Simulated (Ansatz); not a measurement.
**Band-structure calculation, with input and output: Ni**

The run: band-structure calculation of Ni (Fm-3m, 1 atom in the cell). Method and program: DFT PBE, scalar-relativistic, plane waves, PAW, spin-polarised (Ansatz 0.2.0).

The structure derives from an entry of the Crystallography Open Database. Figures and captions count atoms from 1; the log counts them from 0 in places.

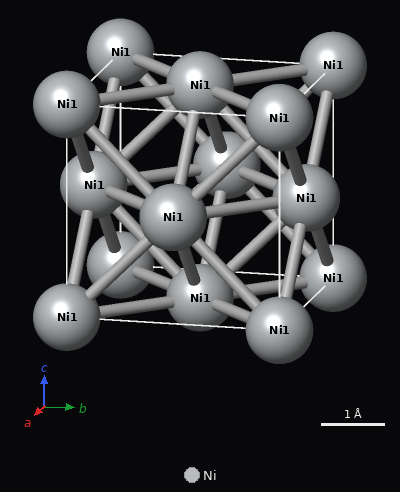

Figure 1. The input geometry (ball-and-stick view of the cell 4 times as large as that of the calculation, set on its symmetry axes, seen slightly off an axis; atoms are numbered from 1 in the order of the input).

### Input
```yaml
crystal:
  lattice:
    - [0.0, 1.759237908, 1.759237908]
    - [1.759237908, 0.0, 1.759237908]
    - [1.759237908, 1.759237908, 0.0]
  atoms:
    - { symbol: Ni, position: [0.0, 0.0, 0.0], spin: 0.75 }
basis:
  ecutwfc: 420
kpoints:
  mp_grid: { grid: [20, 20, 20] }
  band_path:
    path:
      - [[0.0, 0.0, 0.0], [0.5, 0.0, 0.5], [0.625, 0.25, 0.625]]
      - [[0.375, 0.375, 0.75], [0.0, 0.0, 0.0], [0.5, 0.5, 0.5], [0.5, 0.25, 0.75], [0.5, 0.0, 0.5]]
    npoints: 14
hamiltonian:
  xc: pbe
scf:
  occupations: { method: gaussian, width: 0.1 }
  n_extra_bands: 6
output:
  forces: true
  stress: true
  eigenvalues: true
  populations: true
  dos: { projected: true, de: 0.02, nscf_kmesh: { grid: [30, 30, 30] } }
  bader: true
  write_density: true
  write_potential: true
  elf: true
  volumetric_format: npy
magnetization:
  spin_polarized: true
checkpoint:
  read: start.run
  write: ck
  compress: false
  write_wavefunctions: false
  write_every: 100000
```

Hardware: 1 thread of Intel Xeon @ 2.90GHz (Ice Lake), 192 GiB of memory available, shared host.

Command:
```bash
ansatz run input.yaml --threads 1 --pin off --max-ram 2560MiB --backend cpu --events-out ev --progress --plain --runs-dir out
```

### Log
```
Warning: checkpoint.read: spin seed differs: saved 6d1d375a6180…, current 077a6aca1427…; the loaded state replaces the seed-built initial guess (but the starting_ns of a DFT+U solve that opens without the state's occupation matrices), so the run may converge into the producing seed's basin, or, where the symmetry group that follows from this deck's starting moments and starting_ns does not hold the saved magnetisation, lose that magnetisation at its first build. Where atoms have moved since the state was saved, this difference can also decide whether moments are moved with them. A self-consistent run of this deck without the state starts from its starting moments and, under a DFT+U term, its starting_ns
scf.n_extra_bands = 6 over 9 filled bands (N_el = 18.0): the run solves 15 bands
Engine: ansatz 0.2.0, x86_64-unknown-linux-gnu
Pseudopotentials: kind: paw
Pseudopotential: Ni, paw, valence charge 18, recommended cutoff 420 eV (normal), Ni.paw.azcp
Functional definition: PBE
  parameter kappa = 0.804
  parameter beta = 0.06672455060314922
  exchange = pbe_x(kappa = kappa, mu = beta*pi^2/3)
  correlation = pbe_c(beta = beta)
Crystal: 1 atoms, lattice volume = 10.889 Å³
Basis set: ecut = 420 eV, 181 PW (Γ), exchange–correlation on 36×36×36 points (8 copies of the dense FFT grid, shifted against one another)
Bands: 15, of which v1, the nominal top of the filled ones, is band 9 counted from 1 (8 counted from 0)
Symmetry: 48 space group operations
Space group: Fm-3m (ITA 225), of the structure as read, at distance tolerance 2.2e-5 Å
Magnetic group: BNS 225.116 (UNI 1618), of the structure as read, at distance tolerance 2.2e-5 Å
k-points: 256 of 8000
Non-local potential: Ni, projectors of the file, l = 0: 3, l = 1: 2, l = 2: 3, l = 3: 1
PAW form: soft (Blöchl's): semilocal exchange-correlation on the pseudo side does not see the compensation charge
PAW one-centre angular grid: Ni, 590 points (default); XC on 64 Gauss nodes
Initial density: read from a saved state, or passed on in memory by an earlier SCF of this step, an earlier step, the calling program or the single point that the run made first
Stability of the state it starts from, as read at its close in the collinear treatment: not read negative (Ritz values of 1 − χ₀K, real part plus size of imaginary part, from 0.36 to 0.52, by its mixing steps under the symmetry group of the SCF that read it); its run was given moments
Starting moments: Σ|m| = 0.75 μB on 1 of 1 site; this step starts from the density that it was given
Initial wavefunctions: pseudopotential atomic-orbital guess
Functional: x = pbe(κ = 0.804, μ = 0.2195149727645171), c = pbe(β = 0.06672455060314922)
iter 1 solved again at ethr=3.23e-7 eV; its pass at ethr=3.10e-3 eV (dr2=5.81e-5 eV) is discarded
SCF iter   1: F=—  HF=-5839.725617 eV  |F-HF|=—  |Δ(HF+E_count)|=         —  Δρ=3.53e-7 (↑3.53e-7 ↓2.41e-7)  dr2=1.09e-11  dr2_m=4.49e-13  M=0.638 μB ∫|m|=0.730 μB  β_m=0.30  ethr=3.23e-7  ⟨swp⟩=2.1  Hψ=54686  notcnv=0
eigensolver tolerance schedule: the retry pair's looser diagonalisation over-reported the residual by 5317032.37 of it (diagonalisation noise at an unbounded share of the residual, at the tolerance the schedule requests for it); recorded, not acted on — ethr = c·dr2/N_el stays at c = 1.0e-1
preconditioner: auto → none  [metal: Δε(μ)=0.003 eV  Ē_g=19.257 eV  σ=0.100 eV  W_gap=0.02  n_scr=0 (ndim 8)  ℏωp=35.6 eV  f_vac=0.000  D(μ)=1.71/eV (n_scr^D=26)]
SCF iter   2: F=-5839.725617 eV  HF=-5839.725617 eV  |F-HF|=5.09e-11  |Δ(HF+E_count)|=   7.17e-9  Δρ=4.64e-7 (↑4.10e-7 ↓4.64e-7)  dr2=3.94e-11  dr2_m=1.41e-13  M=0.638 μB ∫|m|=0.730 μB  ethr=1.00e-12  ⟨swp⟩=8.5  Hψ=45052  notcnv=0
SCF 1 converged in 2 iterations: F = -5839.725617 eV  dr2 = 3.94e-11
  greatest PAW one-centre occupation: 1.001 electrons in one spin orbital (limit 2), on the Ni atom at site 0 (counted from 0), in its partial waves of l = 1
NSCF: frozen V_eff on 86 k-points
NSCF: frozen V_eff on 752 k-points
SCF converged after 2 iterations
Magnetization: 0.6382 μB (9.3191 up, 8.6809 down)
Absolute magnetization: 0.7311 μB (∫|ρ↑−ρ↓|, with the PAW one-centre terms)
Spin contamination: 0.0072 ħ² per cell (⟨S²⟩ above its minimum at these occupations)
Per-site moments (μB) at R_I (Å): [(0.677486535541607, 1.0262744699354696)]
Free energy (F): -5839.725617 eV
Harris-Foulkes:  -5839.725617 eV  (|F-HF|=5.09e-11)
Internal energy: -5839.717091 eV  (E = F + TS)
E sigma→0 (E₀):  -5839.721354 eV
Entropy (-TS):   -0.008526 eV (-8.526 meV/atom)
Fermi energy:    18.170266 eV
--- Per-component energies (eV) ---
  E_band       = -284.668222
  E_kinetic    = 282.074052
  E_local      = -3438.355505  (includes V_loc(G=0)·N_el)
  E_nonlocal   = 635.505297
  E_hartree    = 1435.210474
  E_xc         = -84.796576
  E_vxc        = -109.344817  (∫ρ·V_xc dr)
  E_paw        = -1629.600853  (= ΣΔE_a)
  E_vpaw       = -524.968302  (= ΣTr[D̂ρ^β])
  E_aug_tail   = 0.000586  (compensation charges beyond the density's cutoff)
  E_ewald      = -3039.754566
  E_smearing   = -0.008526  (= −TS)
  E_closure    = 0.000000  (closes the sum)
  Σ components = -5839.725617   (vs F -5839.725617, Δ=0.00e0)
--- Forces (eV/Å), atoms counted from 1 ---
  atom   1  Ni     0.00000000    -0.00000000    -0.00000000
  max |Σ_I F_I| component: 7.89e-30 eV/Å
--- Stress (GPa, compression-positive) ---
        0.006796       0.000000      -0.000000
       -0.000000       0.006796       0.000000
       -0.000000       0.000000       0.006796
  P = ⅓ Tr σ = 0.0068 GPa (0.068 kbar)
--- Band table (eV; the first three rows and the last of 512) ---
  k-point 0 ↑: bands = ["-85.5166", "-45.7739", "-45.7739", "-45.7739", "9.0445", "15.6969", "15.6969", "15.6969", "16.8890", "16.8890", "41.6469", "45.6106", "45.6106", "45.6106", "48.1039"]
  k-point 1 ↑: bands = ["-85.5157", "-45.7793", "-45.7747", "-45.7747", "9.1425", "15.6712", "15.7191", "15.7191", "16.8793", "16.8793", "41.3505", "44.2035", "45.3296", "45.3296", "48.4930"]
  k-point 2 ↑: bands = ["-85.5134", "-45.7949", "-45.7769", "-45.7769", "9.4330", "15.6001", "15.7795", "15.7795", "16.8568", "16.8568", "39.9186", "42.9622", "44.7798", "44.7798", "49.3192"]
  k-point 255 ↓: bands = ["-84.6184", "-45.0890", "-45.0890", "-45.0260", "14.7433", "15.6695", "15.6695", "17.3954", "18.5691", "26.0027", "26.0027", "28.2275", "29.2800", "48.2672", "48.2672"]
--- Löwdin populations: 1 site ---
  site symbol       q [e]    m [muB]
     0     Ni     17.7788     0.6689
  spilling = 0.012287 (of n_electrons = 18.000000)
--- Bader charges: 1 site ---
  site symbol  charge [e]  shift [e]    m [muB]
     0     Ni      0.0000     0.0000     0.6382
  estimated error of the sums over rays = 1.6e-7 e
```

### File bader_charges.tsv
```
# site	symbol	x_ang	y_ang	z_ang	partial_charge_e	electrons	volume_ang3	relative_density_drop	shared_charge_e	partial_wave_shift_e	spin_moment_mub
# quadrature_error_electrons = 1.6e-7
0	Ni	0.0000	0.0000	0.0000	0.00000	28.00000	10.89	-	0.00000	0.00000	0.63817
```

### File populations.tsv
```
# site	symbol	l	j	q_up	q_dn
# orbitals = lowdin
# n_electrons = 18.000000
# spilling = 0.012287
0	Ni	0_3S	-	0.998001	0.998073
0	Ni	0_4S	-	0.471774	0.484711
0	Ni	1_3P	-	2.999088	2.999061
0	Ni	2_3D	-	4.755003	4.073117
```

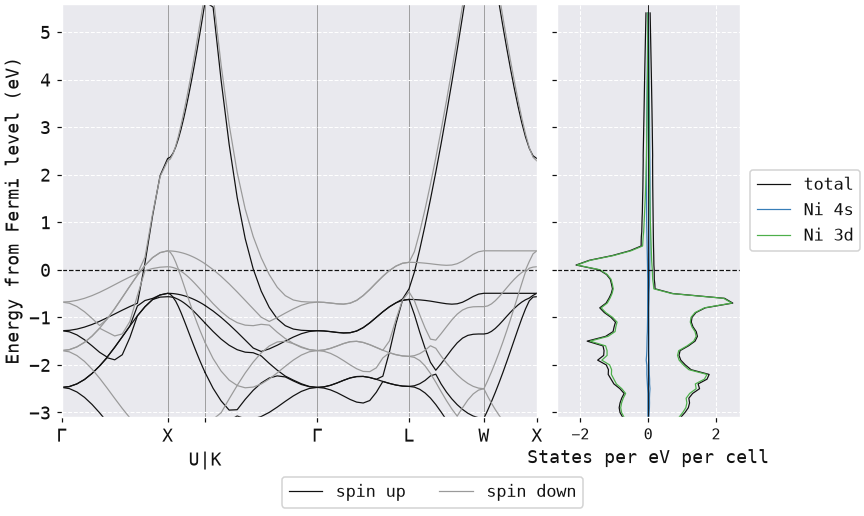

Figure 2. Band structure along Γ–X–U|K–Γ–L–W–X and density of states (projected on Löwdin-orthogonalised atomic shells), with energies from the Fermi level. Bands cross the Fermi level: a metal at this level of theory.

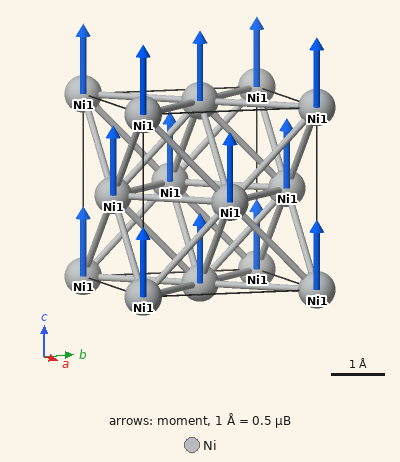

Figure 3. Magnetic moments of the sites as blue arrows (ball-and-stick view of the cell 4 times as large as that of the calculation, set on its symmetry axes, seen slightly off an axis; atoms are numbered from 1 in the order of the input); small moments hardly show. The run is collinear, so the axis drawn is arbitrary. Site moments: Ni1 (0.68 μB). They are counted near the atoms and needn't add up to the moment of the cell.

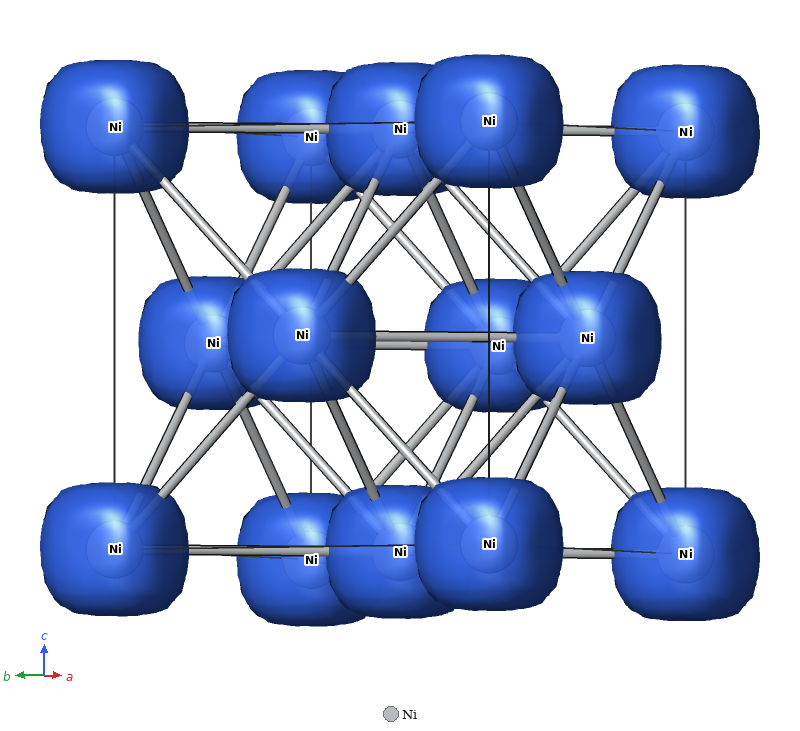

Figure 4. Isosurfaces of the magnetisation density (up minus down) at +0.15 (blue) and −0.15 e/Å³ (red), seen at an oblique angle. Sticks mark near contacts. The outline is the cell set on symmetry axes. The cell of the calculation (1 atoms) carries 0.6 μB net. Only one sign reaches the isovalue. The fields are those of the smooth PAW valence density.

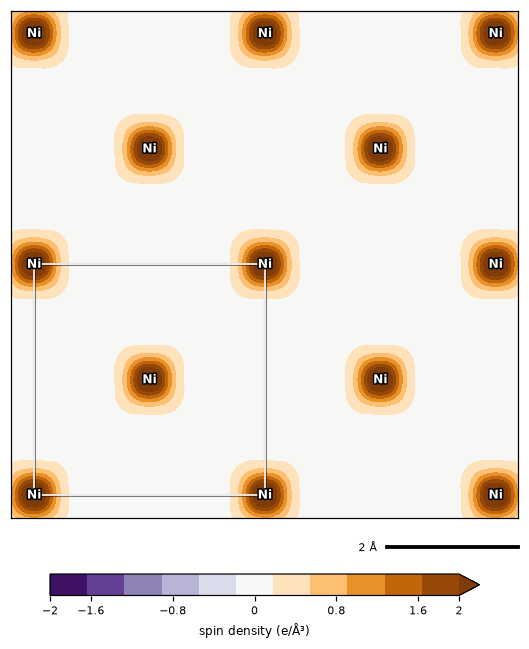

Figure 5. Magnetisation density (up minus down) on the (100) plane of the conventional cell. Atoms in the plane: Ni. The cell of the calculation (1 atoms) carries 0.6 μB net.

### Key numbers

| quantity | value |
| --- | --- |
| outcome | converged |
| space group (tolerance 0.01 Å) | Fm-3m (225) |
| electrons treated | 18 |
| free energy | −5839.7256 eV |
| Fermi energy | 18.170 eV |
| gap on the k-point mesh | none (metallic) |
| net moment of the cell | 0.64 μB |
| integrated absolute moment | 0.73 μB |
| pressure | 0.01 GPa |
| largest force (length of the vector) | under 0.001 eV/Å |
| wall time | 22 s |
| peak memory | 0.41 GiB |

### Notes

The program warns: the state was not tested for a lower one.
